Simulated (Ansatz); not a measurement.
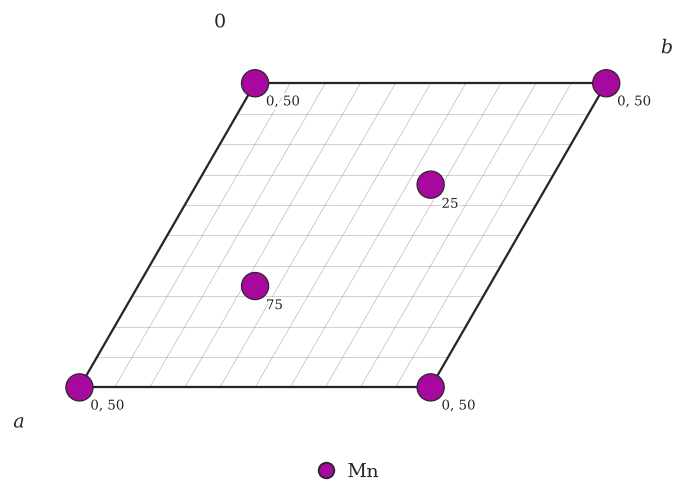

Plan of a unit cell projected along c (a down the page, b across); the numbers are heights in hundredths of c, and atoms on the cell's edges are repeated. The grid marks tenths of a and b. Source: the end point of a relaxation with DFT, BLYP, plane waves (420 eV) with PAW, scalar-relativistic (Ansatz 0.2.0); the starting structure was generated, so it need not be a known form of this composition. Symmetry computed with spglib at a tolerance of 0.002 Å; standard conventional cell.

a = 2.520 Å, b = 2.520 Å, c = 8.152 Å, α = 90.00°, β = 90.00°, γ = 120.00°.

Question: What does the cell contain?

Answer: 4 Mn: Mn, Z = 4.

Question: Which space group?

Answer: No. 194, P6₃/mmc, primitive hexagonal.

Question: Give the fractional coordinates of all atoms, to two places.

Answer:
```tsv
atom	x	y	z
Mn	0.00	0.00	0.00
Mn	0.00	0.00	0.50
Mn	0.33	0.67	0.25
Mn	0.67	0.33	0.75
```
